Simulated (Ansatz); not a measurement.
A series of calculations on H$_{8}$CO$_{6}$

**1. Relaxation**

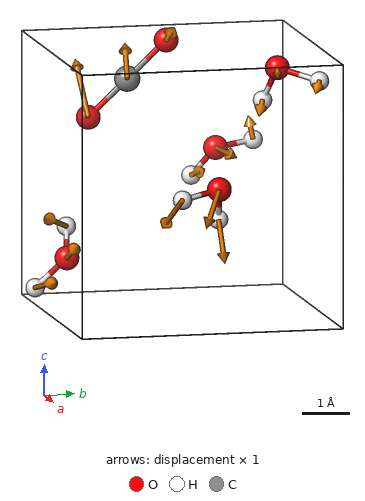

A relaxation of an amorphous cell of composition H₈CO₆. The starting structure is drawn; orange arrows show the displacements, at their true length.

Style: ball-and-stick. Shown: the cell of the calculation, slightly off an axis.

The cell holds 4 H2O + 1 CO2. The run prepares the start of a later molecular dynamics calculation, from a guessed geometry.

Computed with Ansatz 0.2.0, DFT PBE, scalar-relativistic, plane waves, PAW. (plane-wave cutoff 420 eV; k-point mesh 1 × 1 × 1; occupations fermi dirac; smearing width 0.05 eV; no spin polarisation; atoms relaxed in a fixed cell; force threshold 0.3 eV/Å; at most 15 steps)

Question: What did the optimiser do to the structure, and how much energy did it gain?

Answer: An O atom moves most: 1.53 Å along [−1 0 1]. By element the largest moves are O 1.53 Å, H 1.32 Å, C 0.99 Å. The cell doesn't change. Near-neighbour distances that change, for instance: H–O 0.969 → 0.987 Å, C–O 1.179 → 1.174 Å. The energy falls by 124 meV per atom in 12 geometry steps. The largest force component goes from 1.5 to 0.21 eV/Å.

Limits of the set-up: the program's low-accuracy preset was used; the periodic images lie only 5.7 Å apart, so the values are limited by the cell's size.

**2. Dynamics**

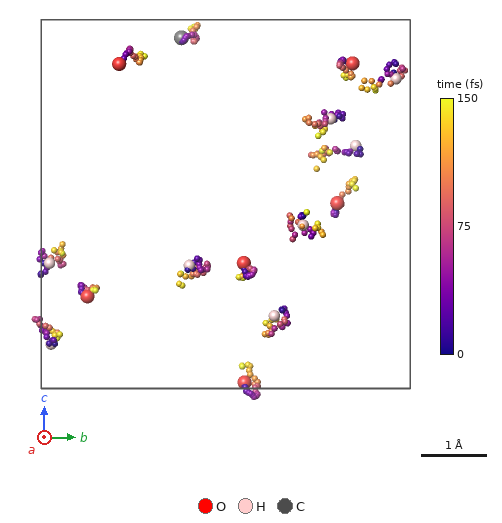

A Born-Oppenheimer molecular dynamics run of a periodic cell with 4 H2O + 1 CO2 at 1.036 g/cm³, 150 fs long. Dots mark each atom's position at evenly spaced times, coloured by time; spheres stand at the starting positions. Seen along the a axis in the simulation cell.

Level of theory: DFT PBE, scalar-relativistic, plane waves, PAW in Ansatz. Run with plane-wave cutoff 420 eV; k-point mesh 1 × 1 × 1; Fermi-Dirac smearing 0.05 eV; low-accuracy preset; Langevin thermostat (NVT); set temperature 400 K; time step 0.5 fs; friction 0.02 per fs.

The input:
```yaml
accuracy: low
crystal:
  lattice:
    - [5.708267, 0.0, 0.0]
    - [0.0, 5.708267, 0.0]
    - [0.0, 0.0, 5.708267]
  atoms:
    - { symbol: O, position: [0.38810573, 0.12503107, 0.24990117] }
    - { symbol: H, position: [0.44099153, 0.02668105, 0.12045819] }
    - { symbol: H, position: [0.2832958, 0.02232211, 0.34014249] }
    - { symbol: O, position: [0.10418397, 0.8025573, 0.50265772] }
    - { symbol: H, position: [0.05892043, 0.85245131, 0.65878373] }
    - { symbol: H, position: [-0.02892399, 0.71020616, 0.44299569] }
    - { symbol: O, position: [0.67971472, 0.54910655, 0.34049265] }
    - { symbol: H, position: [0.5900832, 0.40146376, 0.3339548] }
    - { symbol: H, position: [0.63449538, 0.63191564, 0.19709981] }
    - { symbol: O, position: [0.59114506, 0.84391539, 0.88150156] }
    - { symbol: H, position: [0.53227167, 0.78455737, 0.73147329] }
    - { symbol: H, position: [0.70663894, 0.96186373, 0.83981954] }
    - { symbol: C, position: [0.06116599, 0.3800139, 0.95095373] }
    - { symbol: O, position: [0.15154891, 0.55123951, 1.01669938] }
    - { symbol: O, position: [-0.03273423, 0.21125484, 0.88011214] }
basis:
  ecutwfc: 420.0
kpoints:
  mp_grid: { grid: [1, 1, 1] }
hamiltonian:
  xc: pbe
scf:
  occupations: { method: fermi_dirac, width: 0.05 }
  lower_state_search: "off"
md:
  timestep: 0.5
  n_steps: 300
  ensemble: nvt_langevin
  temperature: 400.0
  initial_velocities: maxwell_boltzmann
  seed: 134721
  friction: 0.02
```

Run as
```bash
ansatz run input.yaml --threads 1 --pin off --max-ram 3072MiB --backend cpu --events-out ev --progress --plain --runs-dir out
```

**What do the traces tell about the motion?**

In the second half of the run the atoms are, in the root-mean-square, this far from where they began (common drift taken out): H 0.43 Å, C 0.34 Å, O 0.32 Å. The heavy atoms stay within a fraction of a molecule's size of their starting places; so short a run doesn't tell a liquid from a solid. Over the second half the temperature averages 414 K (spread ±85 K). The potential energy in the second half lies on average 43.1 meV per atom above the first frame.

Limits of the set-up: the program's low-accuracy preset was used; the periodic images lie only 5.7 Å apart, so the values are limited by the cell's size.

**3. Energy conservation**

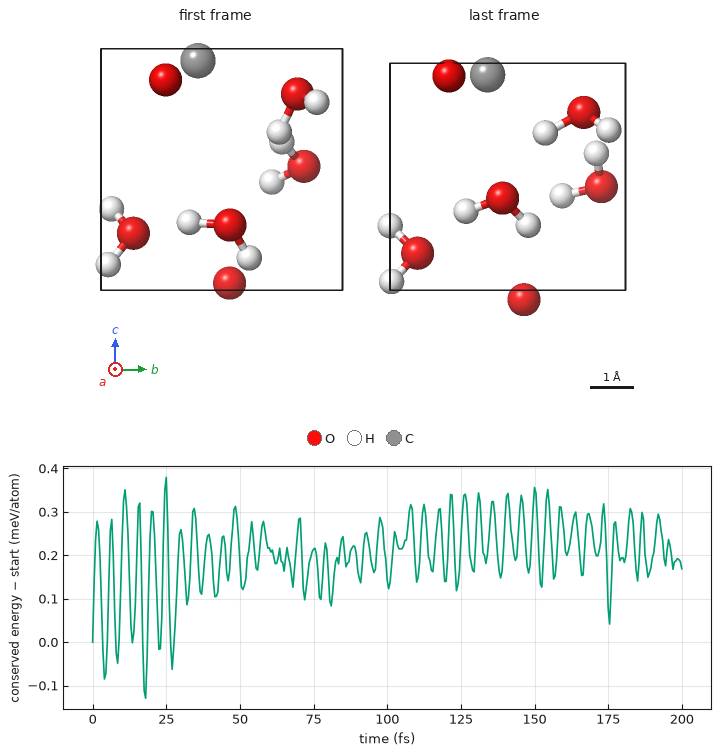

A Born-Oppenheimer molecular dynamics run of a periodic cell with 4 H2O + 1 CO2 at 1.036 g/cm³, 200 fs long. It starts from the last geometry of an earlier run, with fresh velocities. Style: ball-and-stick. Shown: the simulation cell, along the a axis.

All numbers below come from DFT PBE, scalar-relativistic, plane waves, PAW (Ansatz 0.2.0). Set-up: plane-wave cutoff 420 eV; k-point mesh 1 × 1 × 1; Fermi-Dirac smearing 0.05 eV; low-accuracy preset; Langevin thermostat and barostat (NPT); set temperature 400 K; time step 0.5 fs; friction 0.005 per fs; target pressure 1 GPa.

Question: Is this trajectory numerically sound?

Answer: The conserved quantity stays between −0.13 and 0.38 meV per atom of its start. A straight-line fit has a slope that amounts to +0.098 meV per atom over 200 fs (0.2 % of the mean kinetic energy), and the ripple about it is 1.0 % of the kinetic energy's fluctuation. With a drift under 2 % and a ripple under 7 %, the integration is accurate. Over the second half the temperature averages 339 K (spread ±62 K). The potential energy in the second half lies on average 10.1 meV per atom above the first frame. The mean pressure there is 1.3 GPa. The volume ends −7.6 % from the start.

Limits of the set-up: the program's low-accuracy preset was used; the periodic images lie only 5.7 Å apart, so the values are limited by the cell's size.
